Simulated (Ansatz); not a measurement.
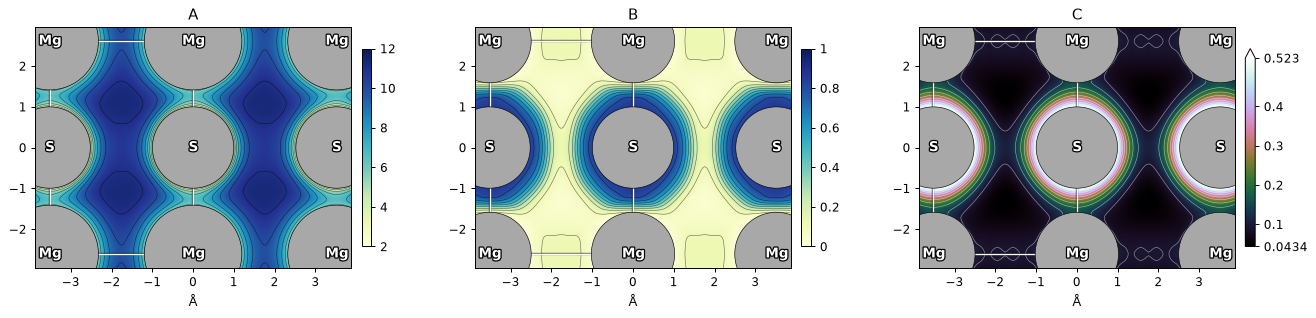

MgS: 3 fields on the (010) plane of the conventional cell, with unlabelled colour scales. Grey discs cover the atomic cores.

Space group Immm; a structure from a database of computed crystals, not necessarily the ambient phase; changed on purpose from its base cell (uniaxial strain along a, b, c and atoms relaxed: -4.0 %).

Method: DFT PBEsol, scalar-relativistic, plane waves, PAW (Ansatz).

**Match the panels to the quantities (electron localisation function, electrostatic potential energy of an electron and valence pseudo-density).**

Panel A: electrostatic potential energy of an electron (low next to the atoms, rising into the space between them). Panel B: electron localisation function. Panel C: valence pseudo-density. From the grid: Mg–S (2.61 Å): the density is about 0.27 e/Å³ at the midpoint; the ELF peaks at about 0.90 in the valence shell of S, 0.9 Å from its nucleus, and falls to about 0.05 next to Mg; a closed-shell, largely ionic contact.
